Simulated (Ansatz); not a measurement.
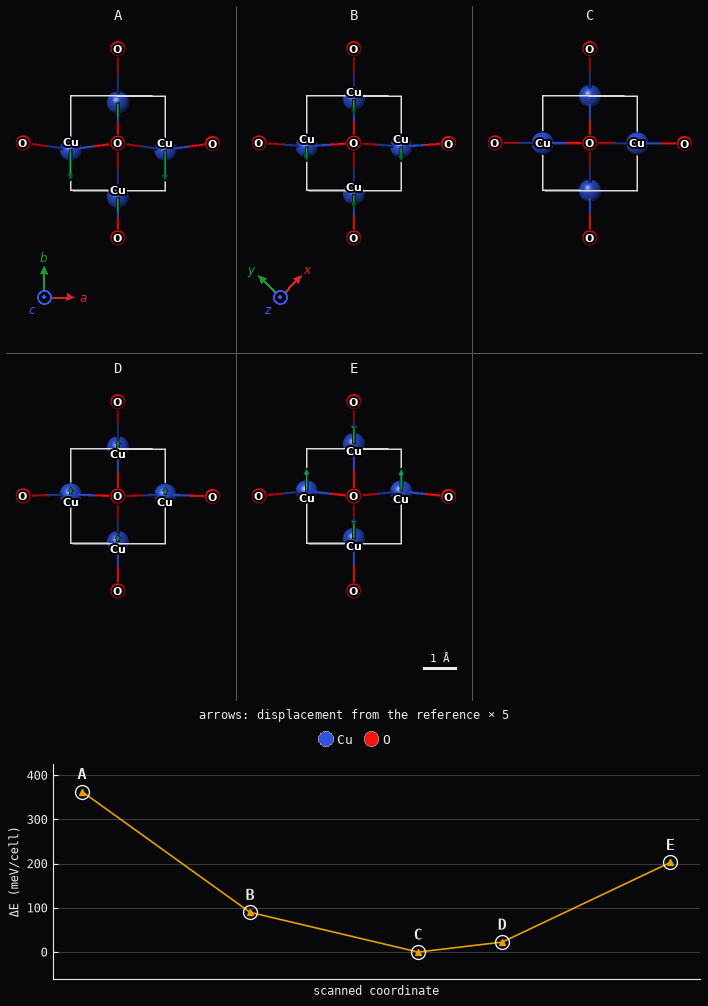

A scan of solid CuO (Cccm) along one coordinate. A ball-and-stick model of the cell of the calculation, seen along the c axis. Green arrows: displacements from the reference.

These are results of DFT PBE, scalar-relativistic, plane waves, PAW (Ansatz), not measurements. (plane-wave cutoff 420 eV; k-point mesh 16 × 16 × 10; occupations gaussian; smearing width 0.15 eV; no spin polarisation). Energies (free energies at the smearing named) are counted from the relaxed crystal.

**Which coordinate changes from frame to frame?**

The whole Cu sublattice is shifted rigidly, along Cartesian [1 1 0], all else fixed. In the frames the displacement is −0.20 Å (A), −0.10 Å (B), 0.00 Å (C), 0.05 Å (D), 0.15 Å (E). The lowest computed point lies at the displacement 0.00 Å (0 meV/cell). The end points stand at 363 meV/cell (−0.20 Å) and 203 meV/cell (0.15 Å). The curvature at zero is about 18 eV/Å² per cell. At the highest point the shortest interatomic distance is 1.81 Å, against 1.96 Å in the reference. The distortion takes the space group from Cccm to Pm.
